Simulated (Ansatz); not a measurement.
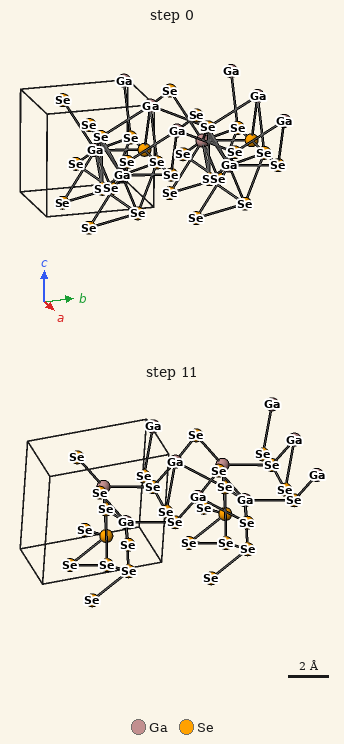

The structure of a crystal of GaSe₃ (built on the A15_223 type) (coarse preliminary run) before (top) and after (bottom) a relaxation, at one scale.

The picture is a ball-and-stick view of the cell of the calculation, repeated 2 × 2 × 1 with one cell outlined, seen slightly off an axis.

Case: A15 type (Pm-3n, No. 223); cell x1, atoms moved at random (sigma 0.15 Å) and cell strained at random (1.5 %), then relaxed without symmetry.

All numbers below come from Ansatz 0.2.0, DFT PBE, scalar-relativistic, plane waves, PAW. (plane-wave cutoff 420 eV; k-point mesh 4 × 4 × 4; occupations gaussian; smearing width 0.1 eV; no spin polarisation; cell and atoms relaxed; force threshold 0.015 eV/Å; at most 120 steps)

**Summarise the run.**

The run was cut off at its time limit before the relaxation converged, so the last structure is only a point on the way. The atom that moves furthest relative to the cell is a Se atom (1.02 Å along [−2 0 1]). Largest moves by element: Se 1.02 Å, Ga 0.81 Å. The drawn cell changes as follows: a 5.394 → 5.646 Å (+4.7 %), b 5.623 → 6.365 Å (+13.2 %), c 5.350 → 5.502 Å (+2.8 %), α 88.9° → 78.9°, β 89.3° → 99.0°, γ 91.8° → 97.6°; the volume changes by +17.5 %. Some distances before and after: Se–Se 3.310 → 5.412 Å, Ga–Se 3.007 → 4.792 Å, Se–Se 2.912 → 4.482 Å, Ga–Se 3.008 → 4.562 Å. Bond angles that change, for instance: Ga–Se–Se 77.1° → 120.1°, Ga–Se–Se 61.2° → 85.3°, Ga–Se–Se 115.6° → 95.9°. The space group stays P1 (No. 1). After 11 geometry steps the energy has fallen by 449 meV per atom. Largest force component: 2.1 eV/Å at the start, 0.25 eV/Å at the end. Pressure: 6.48 GPa at the start and 0.36 GPa at the end. The run took 24 min on 1 thread of Arm Neoverse N1, with other jobs on the host, peak memory 0.69 GiB.
